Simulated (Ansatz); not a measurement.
## Geometry relaxation, with input and output: Zr₃N₂

- system: Zr₃N₂ (C2/c, 10 atoms in the cell)
- method: DFT r2SCAN, scalar-relativistic, plane waves, PAW (Ansatz 0.2.0)

The structure derives from a Materials Project entry. The run did not end well. It belongs to a series of runs on one base structure; here: biaxial strain in the a-b plane, c and atoms relaxed: +4.0 %.

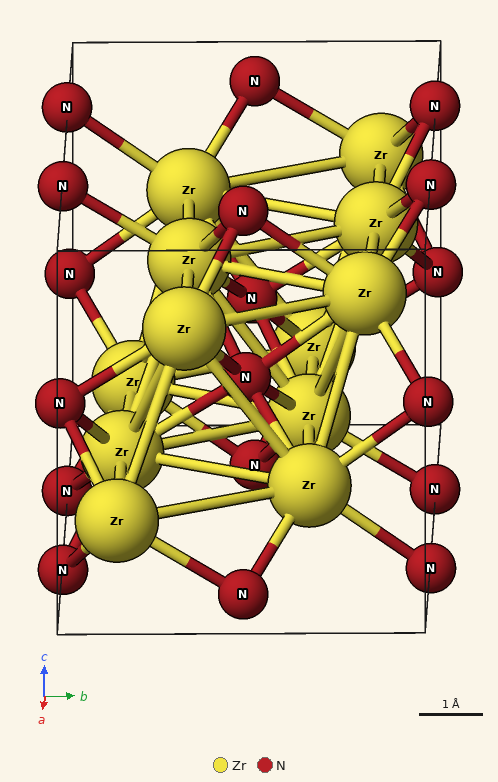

**Figure 1.** The starting structure (ball-and-stick view of the cell 2 times as large as that of the calculation, set on its symmetry axes, seen at an oblique angle). An atom can appear more than once, as a periodic image.

**What the run reported**

| quantity | value |
| --- | --- |
| outcome | stopped at the time limit |
| space group (tolerance 0.01 Å) | C2/c (15) |
| final cell | a = 6.415 Å, b = 6.415 Å, c = 6.158 Å, α = 53.03°, β = 53.03°, γ = 54.49° |
| hardware | 2 threads of AMD EPYC (Zen 5), 16 GiB of memory available, shared host |
| wall time | 5.3 min (CPU time 11 min) |
| peak memory | 3.5 GiB |

**What went wrong**

The run was cut off by its time limit, so the output is incomplete.

**The input**
```yaml
crystal:
  lattice:
    - [2.9365631679, 1.6954255355, 5.4454568154]
    - [-2.9365631679, 1.6954255355, 5.4454568154]
    - [0.0, -3.1055095368, 5.3566166428]
  atoms:
    - { symbol: Zr, position: [0.4250248711, 0.0749751289, 0.75] }
    - { symbol: Zr, position: [0.0715521565, 0.7545829021, 0.4230708557] }
    - { symbol: Zr, position: [0.7454170979, 0.4284478435, 0.0769291443] }
    - { symbol: Zr, position: [0.2545829021, 0.5715521565, 0.9230708557] }
    - { symbol: Zr, position: [0.9284478435, 0.2454170979, 0.5769291443] }
    - { symbol: Zr, position: [0.5749751289, 0.9250248711, 0.25] }
    - { symbol: "N", position: [0.3367449689, 0.3395470861, 0.3385298908] }
    - { symbol: "N", position: [0.1604529139, 0.1632550311, 0.1614701092] }
    - { symbol: "N", position: [0.8395470861, 0.8367449689, 0.8385298908] }
    - { symbol: "N", position: [0.6632550311, 0.6604529139, 0.6614701092] }
basis:
  ecutwfc: 500
kpoints:
  mp_grid: { grid: [12, 12, 12] }
hamiltonian:
  xc: r2scan
scf:
  occupations: { method: gaussian, width: 0.1 }
output:
  forces: true
  stress: true
  eigenvalues: true
  write_density: true
  write_potential: true
  elf: true
  volumetric_format: npy
relax:
  adjacent_minimum: "off"
  f_tol: 0.008
  max_steps: 40
  cell: { stress_tol: 0.015, fix: [a, b, gamma] }
```

Launched with:
```bash
ansatz run input.yaml --threads 2 --pin off --max-ram 5120MiB --backend cpu --events-out ev --progress --plain --runs-dir out
```

**What the program printed**
```
Engine: ansatz 0.2.0, x86_64-unknown-linux-gnu
Pseudopotentials: kind: paw
Pseudopotential: Zr, paw, valence charge 12, recommended cutoff 500 eV (meta_gga), Zr.paw.azcp
Pseudopotential: N, paw, valence charge 5, recommended cutoff 500 eV (meta_gga), N.paw.azcp
Functional definition: r2SCAN
  parameter k0 = 0.174
  parameter k1 = 0.065
  parameter a1 = 4.9479
  exchange = r2scan_x(k0 = k0, k1 = k1, a1 = a1)
  correlation = r2scan_c
Crystal: 10 atoms, lattice volume = 152.658 Å³
Basis set: ecut = 500 eV, 3895 PW (Γ), exchange–correlation on 192×192×192 points (64 copies of the dense FFT grid, shifted against one another)
Bands: 56, of which v1, the nominal top of the filled ones, is band 46 counted from 1 (45 counted from 0)
Symmetry: 4 space group operations
Space group: C2/c (ITA 15), of the structure as read, at distance tolerance 5.3e-5 Å
k-points: 476 of 1728
Non-local potential: Zr, projectors of the file, l = 0: 3, l = 1: 2, l = 2: 2, l = 3: 2
Non-local potential: N, projectors of the file, l = 0: 2, l = 1: 2, l = 2: 1
PAW form: soft (Blöchl's): semilocal exchange-correlation on the pseudo side does not see the compensation charge
PAW frozen core: Zr, regenerated for the run's functional (the file was generated under x = pbe(κ = 0.804, μ = 0.2195149727645171), c = pbe(β = 0.06672455060314922))
PAW frozen core: N, regenerated for the run's functional (the file was generated under x = pbe(κ = 0.804, μ = 0.2195149727645171), c = pbe(β = 0.06672455060314922))
PAW one-centre angular grid: Zr, 590 points (default); XC on 160 Gauss nodes
PAW one-centre angular grid: N, 302 points (default); XC on 160 Gauss nodes
Initial density: superposition of atomic densities (neutral atoms: chi_scale 0, normalization atom), corrected by the library's trained network
Initial wavefunctions: pseudopotential atomic-orbital guess
Functional: x = r2scan, c = r2scan; τ floored in thin density (d = 2e-4 eV/Å³)
SCF iter   1: F=—  HF=-26724.483281 eV  |F-HF|=—  |Δ(HF+E_count)|=         —  Δρ=1.45e-2  dr2=4.28e-1  dr2_τ=4.35e-1  ethr=1.77e-3  ⟨swp⟩=5.8  Hψ=106325  notcnv=0
preconditioner: auto → Kerker (q_TF=auto, 2.507 Å⁻¹)  [metal: Δε(μ)=0.000 eV  Ē_g=7.883 eV  σ=0.100 eV  W_gap=0.00  n_scr=42 (ndim 8)  ℏωp=19.9 eV  f_vac=0.000  D(μ)=4.02/eV (n_scr^D=22)]
SCF iter   2: F=—  HF=-26724.734886 eV  |F-HF|=—  |Δ(HF+E_count)|=   2.52e-1  Δρ=6.88e-3  dr2=6.78e-2  dr2_τ=7.84e-3  ethr=4.66e-4  ⟨swp⟩=2.0  Hψ=44380  notcnv=0  defer=1792
SCF iter   3: F=—  HF=-26724.729564 eV  |F-HF|=—  |Δ(HF+E_count)|=   5.32e-3  Δρ=2.54e-3  dr2=5.82e-3  dr2_τ=5.50e-4  ethr=7.37e-5  ⟨swp⟩=2.0  Hψ=33620  notcnv=0  defer=1792
SCF iter   4: F=—  HF=-26724.730661 eV  |F-HF|=—  |Δ(HF+E_count)|=   1.10e-3  Δρ=7.42e-4  dr2=1.09e-3  dr2_τ=4.97e-5  ethr=6.33e-6  ⟨swp⟩=2.1  Hψ=36588  notcnv=0  defer=1792
SCF iter   5: F=—  HF=-26724.730704 eV  |F-HF|=—  |Δ(HF+E_count)|=   4.29e-5  Δρ=4.10e-4  dr2=3.79e-4  dr2_τ=2.44e-5  ethr=1.19e-6  ⟨swp⟩=2.2  Hψ=39481  notcnv=0  defer=1792
SCF iter   6: F=—  HF=-26724.730637 eV  |F-HF|=—  |Δ(HF+E_count)|=   6.66e-5  Δρ=1.09e-4  dr2=3.19e-5  dr2_τ=1.86e-7  ethr=4.12e-7  ⟨swp⟩=2.0  Hψ=31403  notcnv=0  defer=1792
SCF iter   7: F=—  HF=-26724.730677 eV  |F-HF|=—  |Δ(HF+E_count)|=   3.95e-5  Δρ=3.09e-5  dr2=2.30e-6  dr2_τ=6.41e-8  ethr=3.47e-8  ⟨swp⟩=2.0  Hψ=36052  notcnv=0  defer=1792
SCF iter   8: F=-26724.730677 eV  HF=-26724.730677 eV  |F-HF|=2.48e-8  |Δ(HF+E_count)|=   3.43e-7  Δρ=4.49e-6  dr2=4.87e-8  dr2_τ=4.43e-9  ethr=1.09e-10  ⟨swp⟩=14.3  Hψ=199071  notcnv=0
SCF 1 converged in 8 iterations: F = -26724.730677 eV  dr2 = 4.87e-8
  greatest PAW one-centre occupation: 0.989 electrons in one spin orbital (limit 2), on the Zr atom at site 5 (counted from 0), in its partial waves of l = 1
relax step   1: F+E_penalty+E_count = -26724.73067652 eV  Δ(F+E_penalty+E_count) = +0.000e0 eV  max|allowed force component| = 2.466e-1 eV/Å  Δτ_max = 0.0000 Å  P = -9.530 GPa  Ω = 152.658 Å³  fix = [a, b, gamma]  reactions: a -13.998, b -13.998 GPa; gamma -9.881 GPa/rad  (8 SCF iters, dr2 threshold 1.00e-7 eV, accepted)
Crystal: 10 atoms, lattice volume = 152.587 Å³
Basis set: ecut = 500 eV, 3871 PW (Γ), exchange–correlation on 192×192×192 points (64 copies of the dense FFT grid, shifted against one another)
Initial density: handed on by an earlier stage of this run
Initial wavefunctions: those handed on with the density
iter 1 solved again at ethr=2.80e-4 eV; its pass at ethr=3.10e-3 eV (dr2=2.58e-1 eV) is discarded
SCF iter   1: F=—  HF=-26724.251736 eV  |F-HF|=—  |Δ(HF+E_count)|=         —  Δρ=7.84e-3  dr2=2.58e-1  dr2_τ=1.21e0  ethr=2.80e-4  ⟨swp⟩=1.0  Hψ=130872  notcnv=0
preconditioner: auto → Kerker (q_TF=auto, 2.508 Å⁻¹)  [metal: Δε(μ)=0.000 eV  Ē_g=7.735 eV  σ=0.100 eV  W_gap=0.00  n_scr=42 (ndim 8)  ℏωp=19.9 eV  f_vac=0.000  D(μ)=4.37/eV (n_scr^D=26)]
SCF iter   2: F=—  HF=-26724.721409 eV  |F-HF|=—  |Δ(HF+E_count)|=   4.70e-1  Δρ=4.44e-3  dr2=6.96e-2  dr2_τ=1.73e-3  ethr=2.80e-4  ⟨swp⟩=2.1  Hψ=53202  notcnv=0  defer=2
SCF iter   3: F=—  HF=-26724.716360 eV  |F-HF|=—  |Δ(HF+E_count)|=   5.05e-3  Δρ=1.52e-3  dr2=1.10e-2  dr2_τ=5.59e-4  ethr=7.56e-5  ⟨swp⟩=2.8  Hψ=35787  notcnv=0  defer=3
SCF iter   4: F=—  HF=-26724.714859 eV  |F-HF|=—  |Δ(HF+E_count)|=   1.50e-3  Δρ=6.10e-4  dr2=6.50e-4  dr2_τ=5.90e-5  ethr=1.20e-5  ⟨swp⟩=2.0  Hψ=35185  notcnv=0  defer=3
SCF iter   5: F=—  HF=-26724.714916 eV  |F-HF|=—  |Δ(HF+E_count)|=   5.73e-5  Δρ=2.86e-4  dr2=1.38e-4  dr2_τ=2.07e-5  ethr=7.07e-7  ⟨swp⟩=2.0  Hψ=37179  notcnv=0  defer=3
SCF iter   6: F=—  HF=-26724.714916 eV  |F-HF|=—  |Δ(HF+E_count)|=   3.03e-7  Δρ=6.65e-5  dr2=8.01e-6  dr2_τ=8.12e-7  ethr=1.50e-7  ⟨swp⟩=2.0  Hψ=37133  notcnv=0  defer=3
SCF iter   7: F=—  HF=-26724.714919 eV  |F-HF|=—  |Δ(HF+E_count)|=   3.02e-6  Δρ=2.33e-5  dr2=1.19e-6  dr2_τ=7.01e-8  ethr=8.71e-9  ⟨swp⟩=3.0  Hψ=48575  notcnv=0  defer=3
SCF iter   8: F=-26724.714920 eV  HF=-26724.714920 eV  |F-HF|=5.97e-10  |Δ(HF+E_count)|=   1.81e-7  Δρ=5.03e-6  dr2=4.61e-8  dr2_τ=2.12e-9  ethr=1.09e-9  ⟨swp⟩=12.5  Hψ=197516  notcnv=0
SCF 2 converged in 8 iterations: F = -26724.714920 eV  dr2 = 4.61e-8
relax step   2: F+E_penalty+E_count = -26724.71491958 eV  Δ(F+E_penalty+E_count) = +1.576e-2 eV  max|allowed force component| = 2.177e-1 eV/Å  Δτ_max = 0.0681 Å  P = -9.049 GPa  Ω = 152.587 Å³  energy of the carried Pulay correction = +4.188e-5 eV  fix = [a, b, gamma]  (8 SCF iters, dr2 threshold 1.00e-6 eV, rejected (line search))
Crystal: 10 atoms, lattice volume = 151.906 Å³
Basis set: ecut = 500 eV, 3853 PW (Γ), exchange–correlation on 192×192×192 points (64 copies of the dense FFT grid, shifted against one another)
iter 1 solved again at ethr=5.85e-5 eV; its pass at ethr=3.10e-3 eV (dr2=5.39e-2 eV) is discarded
SCF iter   1: F=—  HF=-26724.584788 eV  |F-HF|=—  |Δ(HF+E_count)|=         —  Δρ=3.86e-3  dr2=5.42e-2  dr2_τ=3.47e-1  ethr=5.85e-5  ⟨swp⟩=1.0  Hψ=127479  notcnv=0
preconditioner: auto → Kerker (q_TF=auto, 2.510 Å⁻¹)  [metal: Δε(μ)=0.001 eV  Ē_g=7.734 eV  σ=0.100 eV  W_gap=0.00  n_scr=42 (ndim 8)  ℏωp=20.0 eV  f_vac=0.000  D(μ)=4.08/eV (n_scr^D=22)]
SCF iter   2: F=—  HF=-26724.752639 eV  |F-HF|=—  |Δ(HF+E_count)|=   1.68e-1  Δρ=2.25e-3  dr2=1.69e-2  dr2_τ=3.53e-4  ethr=5.85e-5  ⟨swp⟩=2.0  Hψ=51242  notcnv=0
SCF iter   3: F=—  HF=-26724.751294 eV  |F-HF|=—  |Δ(HF+E_count)|=   1.35e-3  Δρ=6.63e-4  dr2=1.57e-3  dr2_τ=7.19e-5  ethr=1.84e-5  ⟨swp⟩=2.1  Hψ=34862  notcnv=0
SCF iter   4: F=—  HF=-26724.751121 eV  |F-HF|=—  |Δ(HF+E_count)|=   1.72e-4  Δρ=2.97e-4  dr2=1.60e-4  dr2_τ=1.85e-5  ethr=1.70e-6  ⟨swp⟩=2.0  Hψ=35057  notcnv=0
SCF iter   5: F=—  HF=-26724.751136 eV  |F-HF|=—  |Δ(HF+E_count)|=   1.44e-5  Δρ=1.51e-4  dr2=3.74e-5  dr2_τ=5.21e-6  ethr=1.74e-7  ⟨swp⟩=2.0  Hψ=37112  notcnv=0
SCF iter   6: F=—  HF=-26724.751132 eV  |F-HF|=—  |Δ(HF+E_count)|=   4.21e-6  Δρ=5.65e-5  dr2=5.34e-6  dr2_τ=3.02e-7  ethr=4.07e-8  ⟨swp⟩=2.0  Hψ=35198  notcnv=0
SCF iter   7: F=—  HF=-26724.751177 eV  |F-HF|=—  |Δ(HF+E_count)|=   4.57e-5  Δρ=1.49e-5  dr2=4.48e-7  dr2_τ=2.75e-8  ethr=5.80e-9  ⟨swp⟩=2.9  Hψ=48316  notcnv=0
SCF iter   8: F=—  HF=-26724.751177 eV  |F-HF|=—  |Δ(HF+E_count)|=   1.14e-7  Δρ=4.03e-6  dr2=2.79e-8  dr2_τ=1.28e-9  ethr=4.87e-10  ⟨swp⟩=3.0  Hψ=48655  notcnv=0
SCF iter   9: F=—  HF=-26724.751178 eV  |F-HF|=—  |Δ(HF+E_count)|=   5.39e-9  Δρ=1.15e-6  dr2=2.02e-9  dr2_τ=1.12e-10  ethr=3.03e-11  ⟨swp⟩=3.0  Hψ=48787  notcnv=0
SCF iter  10: F=—  HF=-26724.751178 eV  |F-HF|=—  |Δ(HF+E_count)|=  5.82e-10  Δρ=1.27e-7  dr2=2.67e-11  dr2_τ=2.08e-12  ethr=2.19e-12  ⟨swp⟩=3.0  Hψ=51188  notcnv=0
SCF iter  11: F=-26724.751178 eV  HF=-26724.751178 eV  |F-HF|=7.28e-12  |Δ(HF+E_count)|=  1.46e-11  Δρ=3.33e-8  dr2=1.81e-12  dr2_τ=1.39e-13  ethr=1.00e-12  ⟨swp⟩=6.5  Hψ=110502  notcnv=0
SCF 3 converged in 11 iterations: F = -26724.751178 eV  dr2 = 1.81e-12
relax step   3: F+E_penalty+E_count = -26724.75117750 eV  Δ(F+E_penalty+E_count) = -2.050e-2 eV  max|allowed force component| = 5.476e-2 eV/Å  Δτ_max = 0.0332 Å  P = -8.450 GPa  Ω = 151.906 Å³  energy of the carried Pulay correction = +4.428e-4 eV  fix = [a, b, gamma]  reactions: a -12.724, b -12.724 GPa; gamma -8.699 GPa/rad  (11 SCF iters, accepted)
```

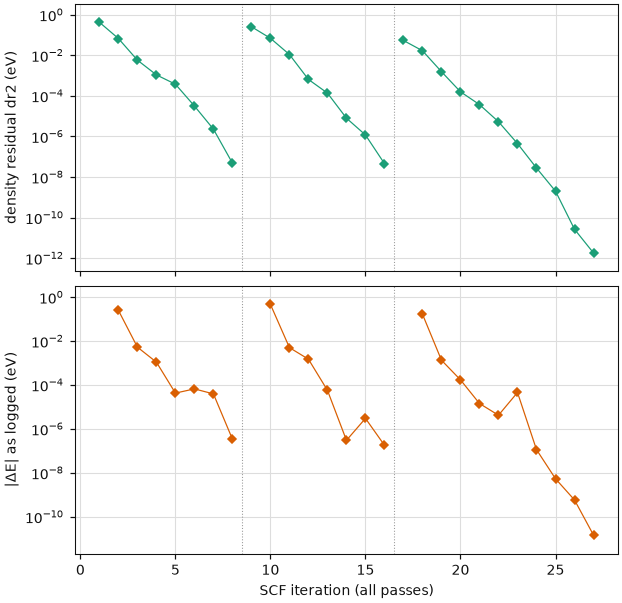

**Figure 2.** Convergence of the self-consistent field: density residual dr2 and size of the energy change against the SCF iteration. The dotted lines part the SCF passes of the relaxation: geometry steps, rejected trials and re-solves on a re-selected basis. The passes take 8, 8 and 11 iterations.

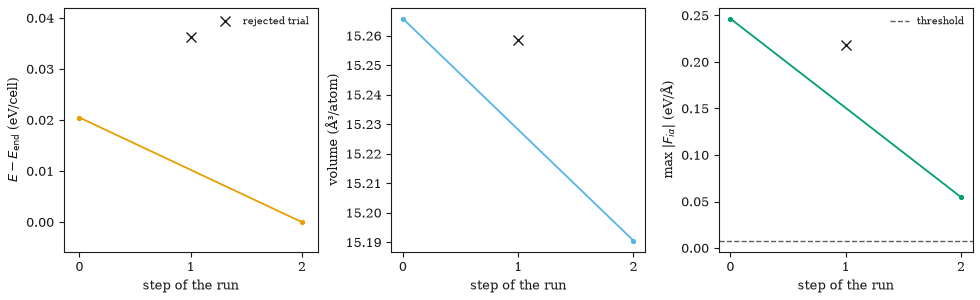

**Figure 3.** Progress of the relaxation, step by step (the first geometry is step 0 here and step 1 in the log).

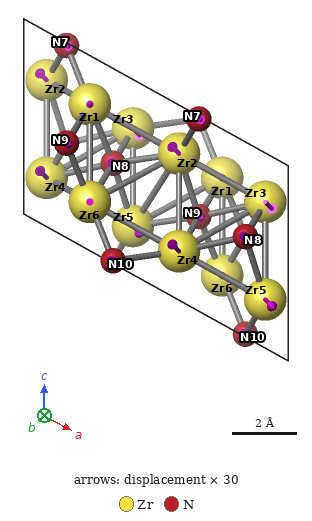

**Figure 4.** The starting structure with the displacements (without the part carried along by the change of the cell) as pink arrows, magnified 30 times (ball-and-stick view of the cell 2 times as large as that of the calculation, set on its symmetry axes, along the b axis). The run was cut off at its time limit before the relaxation converged, so the last structure is only a point on the way. After 2 geometry steps the energy has fallen by 20.5 meV per cell of the calculation. The largest force component goes from 0.25 to 0.055 eV/Å. The pressure goes from −9.53 to −8.45 GPa. The line search rejected the trial step at point 1 (counted from 0) and went back. The largest moves relative to the cell, 0.033 Å, are those of Zr2, Zr3, Zr4 and Zr5. Largest moves by element: Zr 0.033 Å, N 0.012 Å. Cell: a 9.604 → 9.577 Å (−0.3 %), b stays at 5.873 Å, c 6.192 → 6.158 Å (−0.5 %), β 119.0° → 118.7°. Volume −0.5 %. Distances before and after: Zr1–Zr2 3.415 → 3.453 Å, Zr2–Zr5 3.296 → 3.264 Å, Zr1–Zr6 3.219 → 3.198 Å, Zr1–Zr4 3.338 → 3.318 Å. The space group stays C2/c (No. 15). (Atoms are counted from 1 in the order of the input.)

```
Crystal: 10 atoms, lattice volume = 151.923 Å³
Basis set: ecut = 500 eV, 3859 PW (Γ), exchange–correlation on 192×192×192 points (64 copies of the dense FFT grid, shifted against one another)
```

**Trajectory as extended XYZ (Å, eV, eV/Å), 3 frames, from step=1 to step=3**
```
10
Lattice="2.9366 1.6954 5.4455 -2.9366 1.6954 5.4455 0.0000 -3.1055 5.3566" Properties=species:S:1:pos:R:3:forces:R:3 step=1 energy=-26724.73068 pressure_GPa=-9.53
Zr    1.0279   -1.4814    6.7402    0.0611   0.0000   0.0000
Zr   -2.0058    0.0868    6.7649   -0.2466   0.0017   0.0319
Zr    0.9308    1.7513    6.8043   -0.2466  -0.0017  -0.0319
Zr   -0.9308   -1.4660    9.4432    0.2466   0.0017   0.0319
Zr    2.0058    0.1985    9.4826    0.2466  -0.0017  -0.0319
Zr   -1.0279    1.7668    9.5073   -0.0611   0.0000   0.0000
N    -0.0082    0.0953    5.4961   -0.0226  -0.0365  -0.0574
N    -0.0082    0.0474    2.6277   -0.0226   0.0365   0.0574
N     0.0082    0.2380   13.6199    0.0226  -0.0365  -0.0574
N     0.0082    0.1900   10.7514    0.0226   0.0365   0.0574
10
Lattice="2.9366 1.7494 5.4284 -2.9366 1.7494 5.4284 0.0000 -3.0779 5.3005" Properties=species:S:1:pos:R:3:forces:R:3 step=2 energy=-26724.71492 pressure_GPa=-9.05 accepted=F
Zr    1.0506   -1.4338    6.6895   -0.2177   0.0000   0.0000
Zr   -2.0678    0.1657    6.7108    0.2071  -0.0029   0.1280
Zr    0.8688    1.7941    6.7961    0.2071   0.0029  -0.1280
Zr   -0.8688   -1.3733    9.3610   -0.2071  -0.0029   0.1280
Zr    2.0678    0.2551    9.4464   -0.2071   0.0029  -0.1280
Zr   -1.0506    1.8546    9.4677    0.2177   0.0000   0.0000
N    -0.0270    0.1308    5.4732   -0.0335   0.0832  -0.0917
N    -0.0270    0.0796    2.6054   -0.0335  -0.0832   0.0917
N     0.0270    0.3412   13.5518    0.0335   0.0832  -0.0917
N     0.0270    0.2900   10.6840    0.0335  -0.0832   0.0917
10
Lattice="2.9366 1.7108 5.4406 -2.9366 1.7108 5.4406 0.0000 -3.0766 5.3341" Properties=species:S:1:pos:R:3:forces:R:3 step=3 energy=-26724.75118 pressure_GPa=-8.45
Zr    1.0356   -1.4520    6.7209   -0.0420   0.0000   0.0000
Zr   -2.0358    0.1253    6.7476   -0.0548  -0.0365   0.0253
Zr    0.9007    1.7581    6.8007   -0.0548   0.0365  -0.0253
Zr   -0.9007   -1.4130    9.4146    0.0548  -0.0365   0.0253
Zr    2.0358    0.2198    9.4678    0.0548   0.0365  -0.0253
Zr   -1.0356    1.7971    9.4945    0.0420   0.0000   0.0000
N    -0.0190    0.1099    5.4846   -0.0150   0.0109  -0.0362
N    -0.0190    0.0626    2.6231   -0.0150  -0.0109   0.0362
N     0.0190    0.2825   13.5922    0.0150   0.0109  -0.0362
N     0.0190    0.2351   10.7308    0.0150  -0.0109   0.0362
```
